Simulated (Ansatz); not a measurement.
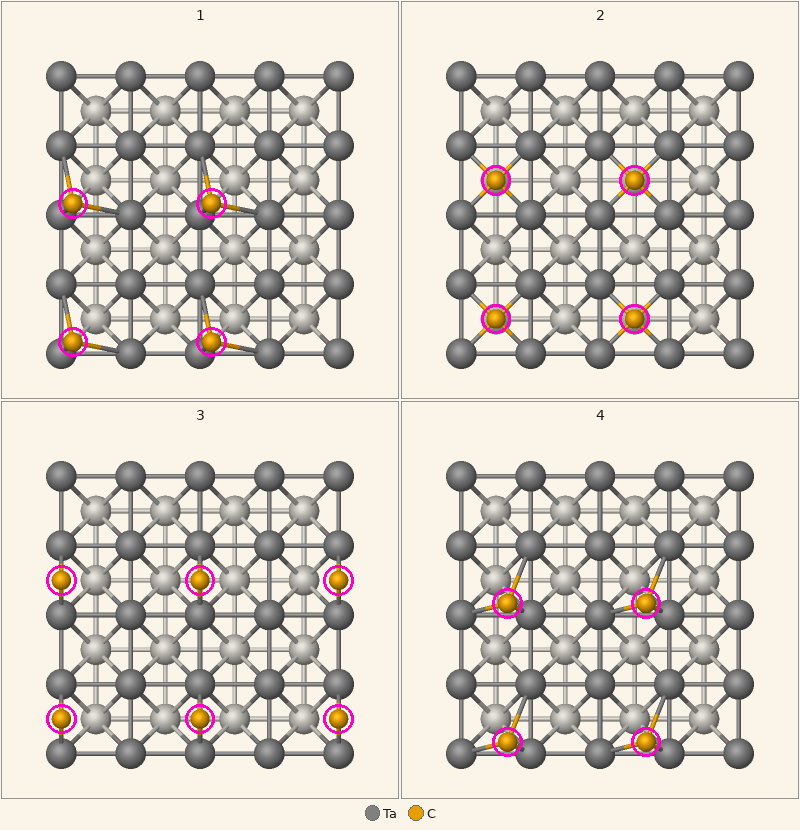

C on a Ta(100) slab cut from the Fm-3m phase, its upper half relaxed before the scan (12 atoms of substrate and one adsorbate in a 2 × 2 cell). C is moved over the surface cell; relaxed at each place: the height of the adsorbate's atoms; substrate rigid; the origin of the map has the adsorbate above Ta9. Places are given modulo a cell vector. The map is drawn in real space over the plane of the surface. The scan uses a 6 × 6 grid; 10 points were computed and 26 follow by symmetry. Places are given in fractions of the 1 × 1 surface cell. All energies are given in eV relative to the lowest grid point. Method: DFT PBE, scalar-relativistic, plane waves, PAW in Ansatz. Settings: cutoff 420 eV, k-mesh 5×5×1, gaussian smearing 0.1 eV, no spin polarisation.

The numbered pictures are structures from this grid. Rings mark the moved atoms.

Which is the most stable, and how do the others follow?

2, at a fourfold hollow over a second-layer Ta atom, (3/6, 3/6) of the cell vectors: 0.00 eV; 3, at a bridge site between two Ta atoms, (0/6, 3/6) of the cell vectors: 3.15 eV; 4, at (4/6, 1/6) of the cell vectors [nearest 1 Ta at 1.85 Å]: 4.19 eV; 1, at (1/6, 1/6) of the cell vectors [nearest 1 Ta at 1.87 Å]: 5.12 eV.

The map, with the structures marked:

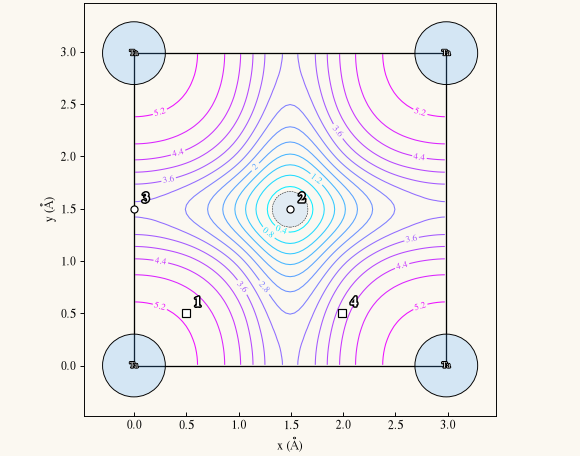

Drawn: contour lines labelled in eV, labelled circles for the atoms of the top layer and small ones for the second layer, the outline of one cell of the plane. Between grid points the surface is interpolated.

PAW datasets: the set soft_1.
